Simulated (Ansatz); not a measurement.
ZrS₂ (space group P-3m1, No. 164): a calculation's input that goes back to an entry of the Crystallography Open Database (an earlier step may have relaxed or displaced it).

```cif
data_structure
_symmetry_space_group_name_H-M 'P-3m1'
_symmetry_Int_Tables_number 164
_cell_length_a 3.6300
_cell_length_b 3.6300
_cell_length_c 5.8500
_cell_angle_alpha 90.000
_cell_angle_beta 90.000
_cell_angle_gamma 120.000
_cell_volume 66.76
loop_
_atom_site_label
_atom_site_type_symbol
_atom_site_symmetry_multiplicity
_atom_site_Wyckoff_symbol
_atom_site_fract_x
_atom_site_fract_y
_atom_site_fract_z
_atom_site_occupancy
Zr1 Zr 1 a 0.00000 0.00000 0.00000 1
S1 S 2 d 0.33333 0.66667 0.24920 1
```

Bonds are taken as S–Zr below 2.9 Å. Atoms with one bond or none are removed and atoms with two bonds are replaced by edges, until no such atom is left.

Derive the underlying net.

The result is a binodal (3,6)-connected, two-periodic (layers) net: S is a 3-connected node; Zr is a 6-connected node, in the ratio 2:1. It is the kgd net, known from the layers of CdI2 (1T type). The layers lie parallel to (001).

```csv
node,links,point symbol,coordination sequence
S,3,4³,3 12 9 24 15 36 21 48
Zr,6,4⁶·6⁶·8³,6 6 18 12 30 18 42 24
```

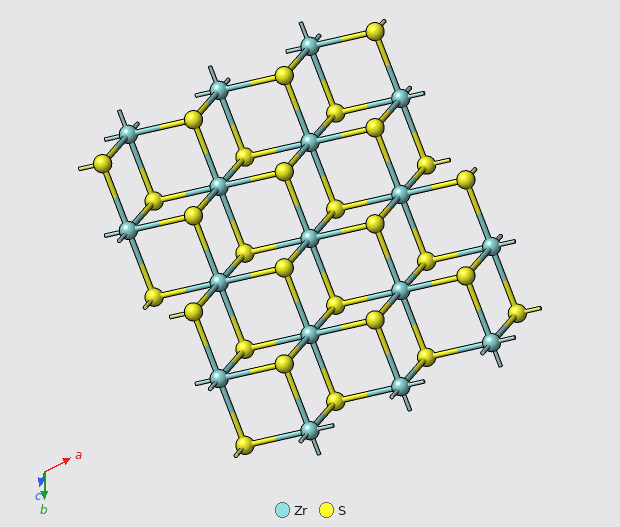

Nodes are coloured by element. One layer is drawn. Short stubs are edges that leave the cut-out.
